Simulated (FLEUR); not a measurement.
System: Al₂Cu, space group P4/mmm (No. 123).

The given structure:
```
Cu Al
1.0
     4.10518    0.00000    0.00000
     0.00000    4.10518    0.00000
     0.00000    0.00000    2.89131
Cu Al
1 2
Direct
  0.00000 0.00000 0.00000
  0.00000 0.50000 0.50000
  0.50000 0.00000 0.50000
```

Calculation (FLEUR MaX-R8.1 (later development tree)): all-electron LAPW DFT, no spin polarisation; energies at scaled volumes of the given cell, shape and fractions fixed, counted from the fit's minimum, third-order Birch-Murnaghan fit. Level: r2SCAN.

| setting | value |
| --- | --- |
| k mesh | 7×7×9 |
| occupations | Fermi–Dirac |
| smearing width | 0.05 eV |
| potentials | all electron |
| program settings | basis FLAPW, kmax 4.9 1/bohr |

What does the calculation give for the energy against volume? The volume takes the values 15.27, 15.59, 16.24, 16.89, 17.22 Å³/atom.

A third-order Birch–Murnaghan fit gives V0 = 15.90 Å³/atom, B0 = 102 GPa and B′ = 4.8. The energy is 8.54 meV/atom at volume 15.27 Å³/atom and 29.84 meV/atom at 17.22 Å³/atom; the lowest computed point is at volume 15.59 Å³/atom (1.92 meV/atom), and no other minimum shows among the points.

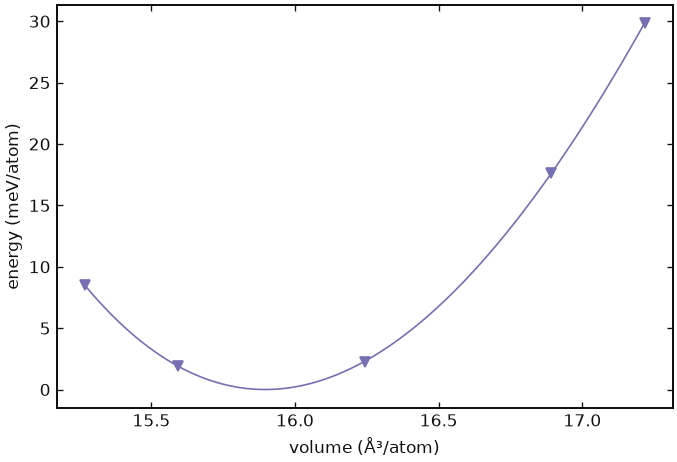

Note: shape and atomic fractions are frozen while scaling, which makes layered, chain and framework solids too stiff.
